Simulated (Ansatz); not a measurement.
## Electronic structure of Hf$_{32}$O$_{63}$ (cell with a defect) in real space

Hf$_{32}$O$_{63}$ (cell with a defect), 95 atoms, a = 10.24 Å, b = 10.37 Å, c = 10.57 Å, α = 90.00°, β = 99.35°, γ = 90.00°.

The program warned that a starting moment wasn't kept; spin-polarised, but the moments vanished.

Method: DFT PBE, scalar-relativistic, plane waves, PAW (Ansatz).

The density is the valence pseudo-density of a PAW calculation; it isn't the true density close to the nuclei.

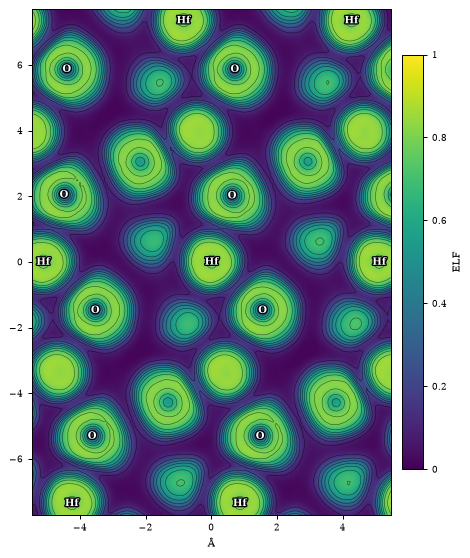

Figure 1. ELF on the (011̄) plane of the calculation cell.

Interpret the plot.

Answer. The section cuts through Hf and O sites. Atoms just off the plane (Hf, 0.3 Å away and O, 0.3 Å away) can leave unmarked features too. Hf–O (2.11 Å): the ELF peaks at about 0.85 in the valence shell of O, 0.6 Å from its nucleus, and drops to about 0.20 between the two atoms; no shared electron pair shows on this line. Hf–O (2.16 Å): the ELF peaks at about 0.85 in the valence shell of O, 0.6 Å from its nucleus, and drops to about 0.20 between the two atoms: no shared electron pair shows on this line. The features right at Hf lie inside the PAW spheres, where the map follows smoothed inner orbitals and isn't to be read closely.

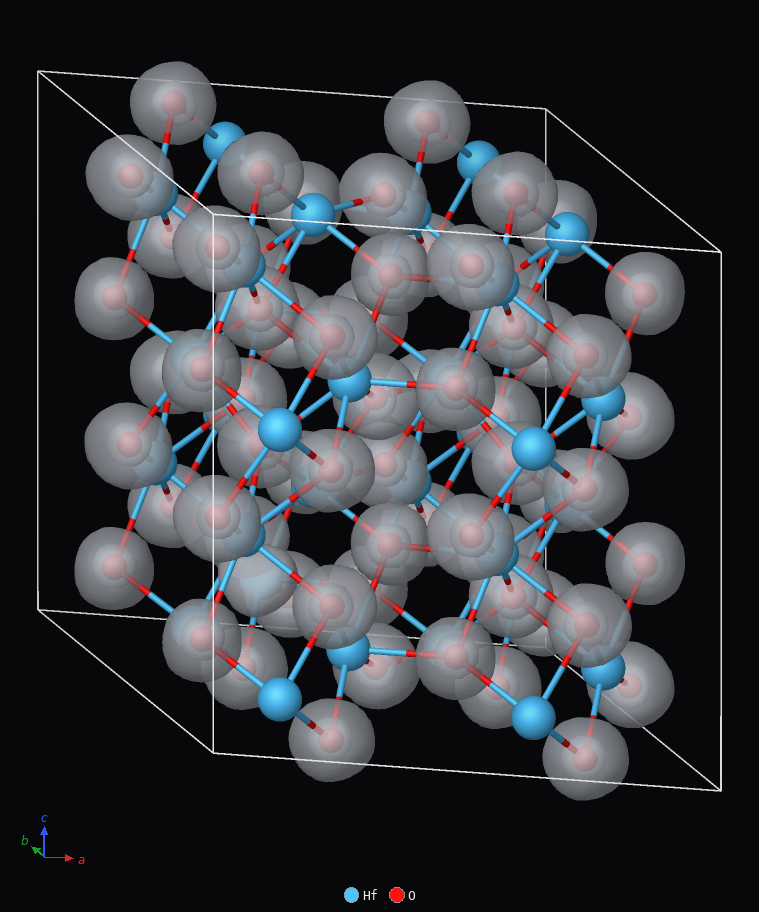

Figure 2. Isosurface of the electron localisation function at 0.75 (grey), seen slightly off an axis. Only the valence region is drawn (cores and ρ < 0.01 e/Å³ removed). Sticks mark near contacts.

Describe the localisation domains.

Answer. At this value the surface marks out 63 regions wrapped around O (the valence shell of each) and one pocket between the atoms, centred on no nucleus (multi-centre or interstitial), counted in one cell of 95 atoms. Any copies at cell faces, edges or corners count once. Along the contacts the grid gives the following. Hf–O (2.03 Å): the ELF peaks at about 0.85 in the valence shell of O, 0.6 Å from its nucleus, and drops to about 0.20 between the two atoms (no shared electron pair shows on this line). Hf–O (2.08 Å): the ELF peaks at about 0.85 in the valence shell of O, 0.6 Å from its nucleus, and drops to about 0.20 between the two atoms (no shared electron pair shows on this line).

Does the calculation give a band gap?

Answer. It is gapped, with a Kohn–Sham gap of 1.7 eV at the Γ point, the only k-point used.
